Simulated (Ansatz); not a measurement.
**WSi₂: geometry relaxation (part 1 of 2)**

System: WSi₂ (6 atoms in the cell).
Method: DFT PBE, scalar-relativistic, plane waves, PAW, no spin polarisation (Ansatz 0.2.0).

The structure was built on a prototype by a generator; it need not be a known phase. It belongs to a series of runs on one base structure; here: random cell with space group I4_1md (No. 109).

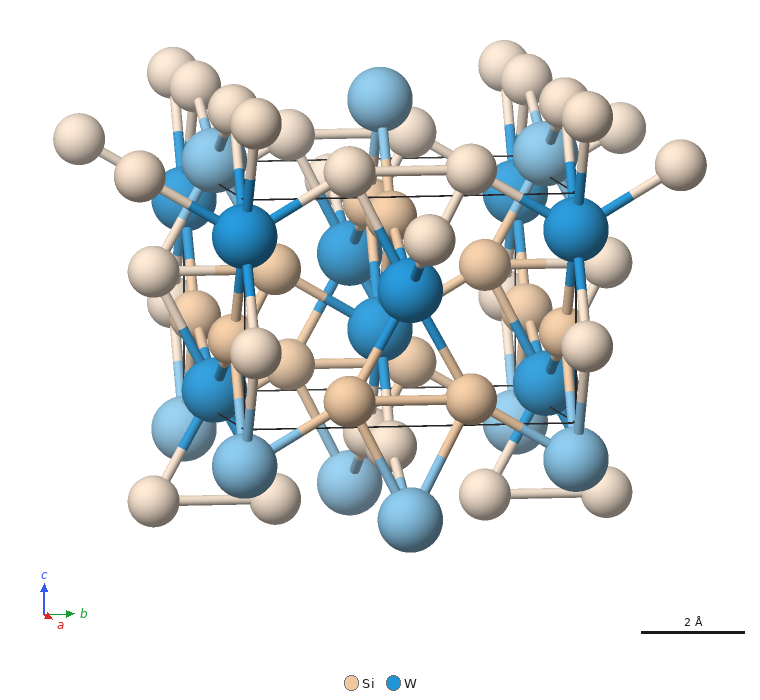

The input geometry (ball-and-stick view of the cell 2 times as large as that of the calculation, set on its symmetry axes, seen slightly off an axis; neighbours outside the cell are drawn fainter).

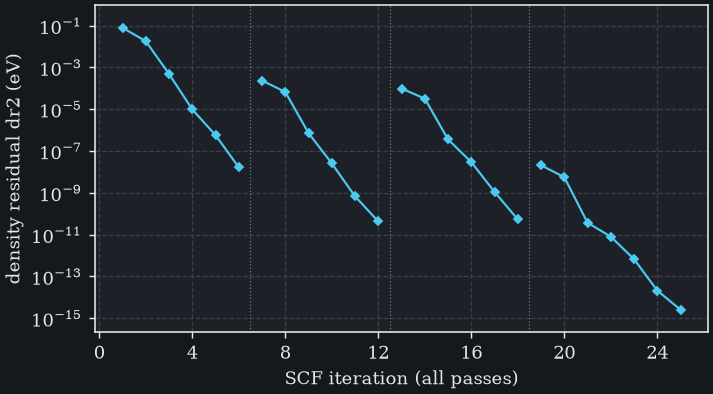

Convergence of the self-consistent field: density residual dr2 against the SCF iteration. The dotted lines part the SCF passes of the relaxation: geometry steps, rejected trials and re-solves on a re-selected basis. The passes take 6, 6, 6 and 7 iterations.

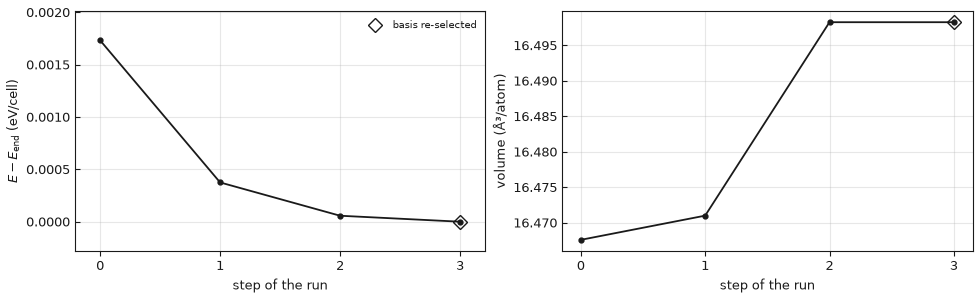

Progress of the relaxation, step by step (the first geometry is step 0 here and step 1 in the log). The largest moves relative to the cell, 0.007 Å, are those of Si1, Si2, Si3 and Si4. Largest moves by element: Si 0.007 Å, W 0.001 Å. Cell: a = b 6.604 → 6.612 Å (+0.1 %), c 4.532 → 4.528 Å (−0.1 %). Volume +0.2 %. Among the contacts that change: Si1–Si2 2.422 → 2.439 Å. The space group stays I4_1md (No. 109). The energy falls by 1.7 meV per cell of the calculation in 2 geometry steps. Largest force component: 0.11 eV/Å at the start, 0.0046 eV/Å at the end. The pressure goes from 0.09 to −0.04 GPa. A last SCF at the same geometry on a re-selected plane-wave basis shifts the energy by −0.1 meV per cell of the calculation. (Atoms are counted from 1 in the order of the input.)

These pictures come from the run below.

**Input**
```yaml
crystal:
  lattice:
    - [-3.3018168119, 3.3018168119, 2.2657674865]
    - [3.3018168119, -3.3018168119, 2.2657674865]
    - [3.3018168119, 3.3018168119, -2.2657674865]
  atoms:
    - { symbol: Si, position: [0.6377486178, 0.8211309205, 0.1833823028] }
    - { symbol: Si, position: [0.6377486178, 0.454366315, 0.8166176972] }
    - { symbol: Si, position: [0.5711309205, 0.8877486178, 0.6833823028] }
    - { symbol: Si, position: [0.204366315, 0.8877486178, 0.3166176972] }
    - { symbol: W, position: [0.1581039455, 0.1581039455, 0.0] }
    - { symbol: W, position: [0.9081039455, 0.4081039455, 0.5] }
basis:
  ecutwfc: 420
kpoints:
  mp_grid: { grid: [6, 6, 6] }
hamiltonian:
  xc: pbe
scf:
  occupations: { method: gaussian, width: 0.1 }
  lower_state_search: "off"
output:
  forces: true
  stress: true
  eigenvalues: true
relax:
  adjacent_minimum: "off"
  f_tol: 0.04
  max_steps: 70
  cell: { stress_tol: 0.4 }
```

Command:
```bash
ansatz run input.yaml --threads 1 --pin off --max-ram 2560MiB --backend cpu --events-out ev --progress --plain --runs-dir out
```

**Log**
```
Engine: ansatz 0.2.0, x86_64-unknown-linux-gnu
Pseudopotentials: kind: paw
Pseudopotential: Si, paw, valence charge 4, recommended cutoff 420 eV (normal), Si.paw.azcp
Pseudopotential: W, paw, valence charge 14, recommended cutoff 420 eV (normal), W.paw.azcp
Functional definition: PBE
  parameter kappa = 0.804
  parameter beta = 0.06672455060314922
  exchange = pbe_x(kappa = kappa, mu = beta*pi^2/3)
  correlation = pbe_c(beta = beta)
Crystal: 6 atoms, lattice volume = 98.806 Å³
Basis set: ecut = 420 eV, 1943 PW (Γ), exchange–correlation on 72×72×72 points (8 copies of the dense FFT grid, shifted against one another)
Bands: 28, of which v1, the nominal top of the filled ones, is band 22 counted from 1 (21 counted from 0)
Symmetry: 8 space group operations
Space group: I41md (ITA 109), of the structure as read, at distance tolerance 4.6e-5 Å
k-points: 30 of 216 (time reversal used)
Non-local potential: Si, projectors of the file, l = 0: 2, l = 1: 2, l = 2: 2
Non-local potential: W, projectors of the file, l = 0: 3, l = 1: 2, l = 2: 2, l = 3: 1
PAW form: soft (Blöchl's): semilocal exchange-correlation on the pseudo side does not see the compensation charge
PAW one-centre angular grid: Si, 110 points (default); XC on 64 Gauss nodes
PAW one-centre angular grid: W, 590 points (default); XC on 64 Gauss nodes
Initial density: superposition of atomic densities (neutral atoms: chi_scale 0, normalization atom), corrected by the library's trained network
Initial wavefunctions: pseudopotential atomic-orbital guess
Functional: x = pbe(κ = 0.804, μ = 0.2195149727645171), c = pbe(β = 0.06672455060314922)
SCF iter   1: F=—  HF=-23310.053657 eV  |F-HF|=—  |Δ(HF+E_count)|=         —  Δρ=7.88e-3  dr2=7.85e-2  ethr=1.77e-3  ⟨swp⟩=6.0  Hψ=4015  notcnv=0
preconditioner: auto → Kerker (q_TF=auto, 2.384 Å⁻¹)  [metal: Δε(μ)=0.089 eV  Ē_g=6.227 eV  σ=0.100 eV  W_gap=0.42  n_scr=16 (ndim 8)  ℏωp=19.8 eV  f_vac=0.000  D(μ)=1.44/eV (n_scr^D=4)]
SCF iter   2: F=—  HF=-23310.042414 eV  |F-HF|=—  |Δ(HF+E_count)|=   1.12e-2  Δρ=3.86e-3  dr2=1.80e-2  ethr=1.78e-4  ⟨swp⟩=1.0  Hψ=1080  notcnv=0
SCF iter   3: F=—  HF=-23310.039219 eV  |F-HF|=—  |Δ(HF+E_count)|=   3.19e-3  Δρ=6.30e-4  dr2=4.86e-4  ethr=4.10e-5  ⟨swp⟩=2.6  Hψ=1171  notcnv=0
SCF iter   4: F=—  HF=-23310.039145 eV  |F-HF|=—  |Δ(HF+E_count)|=   7.45e-5  Δρ=1.04e-4  dr2=9.77e-6  ethr=1.10e-6  ⟨swp⟩=2.1  Hψ=1207  notcnv=0
SCF iter   5: F=—  HF=-23310.039125 eV  |F-HF|=—  |Δ(HF+E_count)|=   1.98e-5  Δρ=2.40e-5  dr2=5.73e-7  ethr=2.22e-8  ⟨swp⟩=2.6  Hψ=1305  notcnv=0
SCF iter   6: F=-23310.039125 eV  HF=-23310.039125 eV  |F-HF|=1.98e-9  |Δ(HF+E_count)|=   5.14e-8  Δρ=4.09e-6  dr2=1.66e-8  ethr=2.27e-10  ⟨swp⟩=9.2  Hψ=3813  notcnv=0
SCF 1 converged in 6 iterations: F = -23310.039125 eV  dr2 = 1.66e-8
  greatest PAW one-centre occupation: 0.999 electrons in one spin orbital (limit 2), on the W atom at site 5 (counted from 0), in its partial waves of l = 0
relax step   1: F+E_penalty+E_count = -23310.03912517 eV  Δ(F+E_penalty+E_count) = +0.000e0 eV  max|allowed force component| = 1.140e-1 eV/Å  Δτ_max = 0.0000 Å  P = +0.092 GPa  Ω = 98.806 Å³  (6 SCF iters, dr2 threshold 1.00e-7 eV, accepted)
Crystal: 6 atoms, lattice volume = 98.826 Å³
Initial density: handed on by an earlier stage of this run
Initial wavefunctions: those handed on with the density
iter 1 solved again at ethr=5.02e-7 eV; its pass at ethr=3.10e-3 eV (dr2=2.21e-4 eV) is discarded
SCF iter   1: F=—  HF=-23310.040563 eV  |F-HF|=—  |Δ(HF+E_count)|=         —  Δρ=3.99e-4  dr2=2.34e-4  ethr=5.02e-7  ⟨swp⟩=3.2  Hψ=4281  notcnv=0
preconditioner: auto → Kerker (q_TF=auto, 2.384 Å⁻¹)  [metal: Δε(μ)=0.056 eV  Ē_g=6.244 eV  σ=0.100 eV  W_gap=0.31  n_scr=16 (ndim 8)  ℏωp=19.8 eV  f_vac=0.000  D(μ)=1.65/eV (n_scr^D=12)]
SCF iter   2: F=—  HF=-23310.040500 eV  |F-HF|=—  |Δ(HF+E_count)|=   6.27e-5  Δρ=2.26e-4  dr2=6.69e-5  ethr=5.02e-7  ⟨swp⟩=1.0  Hψ=841  notcnv=0
SCF iter   3: F=—  HF=-23310.040482 eV  |F-HF|=—  |Δ(HF+E_count)|=   1.84e-5  Δρ=2.83e-5  dr2=7.17e-7  ethr=1.52e-7  ⟨swp⟩=2.2  Hψ=1208  notcnv=0
iter 4 did not close the SCF: its close was put off for the readings that it lacked (scf_convergence_deferred on its scf_iter line)
SCF iter   4: F=-23310.040482 eV  HF=-23310.040482 eV  |F-HF|=8.13e-9  |Δ(HF+E_count)|=   1.16e-7  Δρ=5.21e-6  dr2=2.56e-8  ethr=1.63e-9  ⟨swp⟩=2.0  Hψ=1261  notcnv=0
iter 5 did not close the SCF: its close was put off for the readings that it lacked (scf_convergence_deferred on its scf_iter line)
SCF iter   5: F=-23310.040482 eV  HF=-23310.040482 eV  |F-HF|=1.38e-10  |Δ(HF+E_count)|=  8.55e-10  Δρ=8.40e-7  dr2=6.77e-10  ethr=5.81e-11  ⟨swp⟩=2.4  Hψ=1452  notcnv=0
SCF iter   6: F=-23310.040482 eV  HF=-23310.040482 eV  |F-HF|=2.18e-11  |Δ(HF+E_count)|=  5.82e-11  Δρ=1.76e-7  dr2=4.26e-11  ethr=1.54e-12  ⟨swp⟩=1.0  Hψ=2402  notcnv=0
SCF 2 converged in 6 iterations: F = -23310.040482 eV  dr2 = 4.26e-11
relax step   2: F+E_penalty+E_count = -23310.04048194 eV  Δ(F+E_penalty+E_count) = -1.357e-3 eV  max|allowed force component| = 4.225e-2 eV/Å  Δτ_max = 0.0041 Å  P = +0.139 GPa  Ω = 98.826 Å³  energy of the carried Pulay correction = -4.836e-6 eV  (6 SCF iters, dr2 threshold 6.00e-7 eV, accepted)
Crystal: 6 atoms, lattice volume = 98.990 Å³
Basis set: ecut = 420 eV, 1951 PW (Γ), exchange–correlation on 72×72×72 points (8 copies of the dense FFT grid, shifted against one another)
iter 1 solved again at ethr=2.04e-7 eV; its pass at ethr=3.10e-3 eV (dr2=8.97e-5 eV) is discarded
SCF iter   1: F=—  HF=-23310.040849 eV  |F-HF|=—  |Δ(HF+E_count)|=         —  Δρ=2.93e-4  dr2=9.73e-5  ethr=2.04e-7  ⟨swp⟩=2.1  Hψ=4248  notcnv=0
preconditioner: auto → Kerker (q_TF=auto, 2.383 Å⁻¹)  [metal: Δε(μ)=0.055 eV  Ē_g=6.234 eV  σ=0.100 eV  W_gap=0.30  n_scr=16 (ndim 8)  ℏωp=19.7 eV  f_vac=0.000  D(μ)=1.66/eV (n_scr^D=12)]
SCF iter   2: F=—  HF=-23310.040810 eV  |F-HF|=—  |Δ(HF+E_count)|=   3.90e-5  Δρ=1.75e-4  dr2=3.21e-5  ethr=2.04e-7  ⟨swp⟩=1.0  Hψ=840  notcnv=0
SCF iter   3: F=—  HF=-23310.040800 eV  |F-HF|=—  |Δ(HF+E_count)|=   9.23e-6  Δρ=1.75e-5  dr2=3.57e-7  ethr=7.30e-8  ⟨swp⟩=2.0  Hψ=1166  notcnv=0
iter 4 did not close the SCF: its close was put off for the readings that it lacked (scf_convergence_deferred on its scf_iter line)
SCF iter   4: F=-23310.040800 eV  HF=-23310.040800 eV  |F-HF|=9.98e-9  |Δ(HF+E_count)|=   9.81e-8  Δρ=4.80e-6  dr2=2.93e-8  ethr=8.11e-10  ⟨swp⟩=2.0  Hψ=1251  notcnv=0
iter 5 did not close the SCF: its close was put off for the readings that it lacked (scf_convergence_deferred on its scf_iter line)
SCF iter   5: F=-23310.040800 eV  HF=-23310.040800 eV  |F-HF|=9.82e-11  |Δ(HF+E_count)|=   4.35e-9  Δρ=9.90e-7  dr2=1.10e-9  ethr=6.67e-11  ⟨swp⟩=2.4  Hψ=1251  notcnv=0
SCF iter   6: F=-23310.040800 eV  HF=-23310.040800 eV  |F-HF|=7.28e-12  |Δ(HF+E_count)|=  2.55e-11  Δρ=2.16e-7  dr2=5.30e-11  ethr=2.50e-12  ⟨swp⟩=1.0  Hψ=2231  notcnv=0
SCF 3 converged in 6 iterations: F = -23310.040800 eV  dr2 = 5.30e-11
relax step   3: F+E_penalty+E_count = -23310.04080029 eV  Δ(F+E_penalty+E_count) = -3.183e-4 eV  max|allowed force component| = 4.615e-3 eV/Å  Δτ_max = 0.0031 Å  P = -0.043 GPa  Ω = 98.990 Å³  energy of the carried Pulay correction = -4.344e-5 eV  (6 SCF iters, dr2 threshold 1.12e-7 eV, accepted)
Initial wavefunctions: pseudopotential atomic-orbital guess (no wavefunctions were taken with the density)
iter 1 solved again at ethr=3.74e-7 eV; its pass at ethr=3.10e-3 eV (dr2=1.65e-4 eV) is discarded
```
